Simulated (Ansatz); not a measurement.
BN, space group P6_3/mmc (No. 194), a = 2.501 Å, b = 2.501 Å, c = 6.874 Å, α = 90.00°, β = 90.00°, γ = 120.00°

| site | Wyckoff | x | y | z |
| --- | --- | --- | --- | --- |
| B | 2c | 0.3333 | 0.6667 | 0.2500 |
| N | 2d | 0.3333 | 0.6667 | 0.7500 |

Source: the end point of a relaxation with DFT r2SCAN, scalar-relativistic, plane waves, PAW in Ansatz 0.2.0.

### Describe the coordination of B.

BN3: an essentially ideal trigonal plane (coordination number 3, S = 0.00; next best trigonal pyramid, S = 3.0). Bonds: 3 × B–N 1.44 Å. The next neighbour, not counted, lies at 2.50 Å.

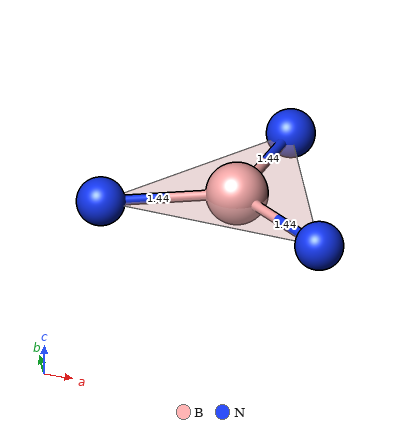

The polyhedron about B. The shape measure S (0 to 100) is the computed least-squares distance from an ideal polyhedron; S = 0 means ideal.
